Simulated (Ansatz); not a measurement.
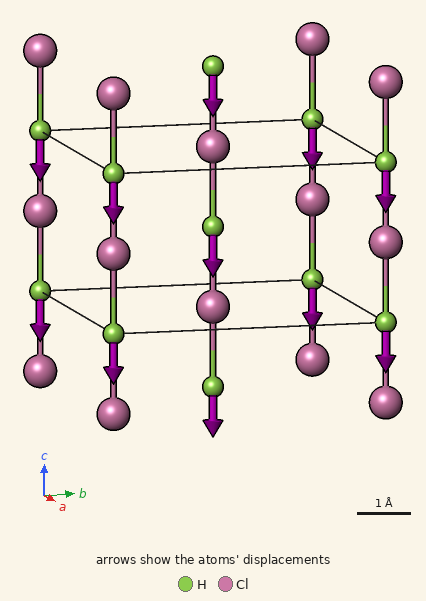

The lowest optical mode of crystalline HCl, space group I4/mmm (No. 139), at the zone centre. The purple arrows give the relative displacements of the atoms. Style: ball-and-stick. Shown: the conventional cell (2 times the calculation's cell), slightly off an axis. Lengths and directions refer to the drawn axes.

All numbers below come from DFT PBEsol, scalar-relativistic, plane waves, PAW in Ansatz. Set-up: plane-wave cutoff 420 eV; k-point mesh 8 × 8 × 8; occupations fixed; no spin polarisation.

Frequencies are those without the non-analytic (LO–TO) term.

Is the structure stable against all modes at this point?

Answer. No. This is the A₂u mode at 1974i cm⁻¹, the lowest optical level, infrared-active by symmetry. The Cl atoms hardly move; the H sublattice moves as a whole against them, along c; of the bonds it mainly stretches Cl–H, some lengthening while others shorten; the kinetic energy is shared as H 97 %, Cl 3 %. The frequency is imaginary, so the structure is unstable against this distortion. Freezing in the drawn pattern lowers the space group from I4/mmm to I4mm (No. 107). Its infrared intensity is 860 (D/Å)²/amu. In all, 2 levels are unstable: A₂u 1974i cm⁻¹, E_u 911i cm⁻¹.
